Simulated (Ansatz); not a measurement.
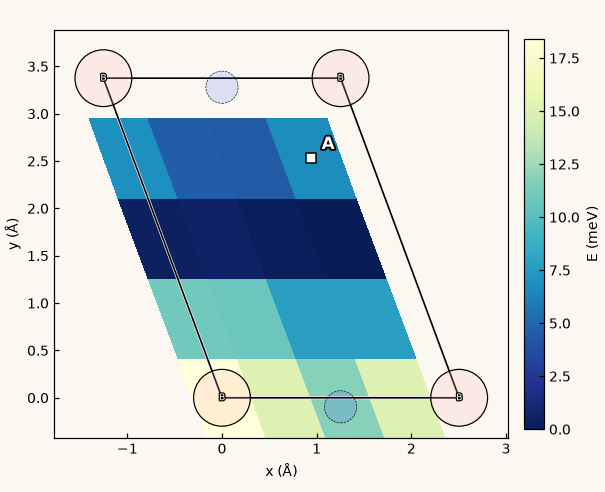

N₂ on a BN(101) slab cut from the R3m phase, its upper half relaxed before the scan (12 atoms of substrate and one adsorbate in a 2 × 1 cell). 
- N2 is moved over the surface cell at a fixed height above a rigid substrate; the origin of the map has the adsorbate above B11; the height is held at 3.40 Å.
- Places are given modulo a cell vector. The map is drawn in real space over the plane of the surface.
- The grid has 4 × 4 points.
- Places are given in fractions of the 1 × 1 surface cell.
- Energies are in meV, from the lowest grid point.
- At a fixed height the lowest place need not be the adsorption site.
- Level of theory: DFT PBE+D3(BJ), scalar-relativistic, plane waves, PAW (Ansatz). Settings: cutoff 420 eV, k-mesh 6×8×1, gaussian smearing 0.05 eV, no spin polarisation.

In the figure: one coloured cell a grid point, labelled circles for the atoms of the top layer and small ones for the second layer, the outline of one cell of the plane, the point A.

Q: Is A at rest? If not, where is it pushed?

A: A, at (3/4, 3/4) of the cell vectors, is not a stationary point. The computed force is 0.016 eV/Å in the plane, pointing down in the picture (components −0.003 and −0.016 eV/Å).

PAW datasets: the set soft_1.
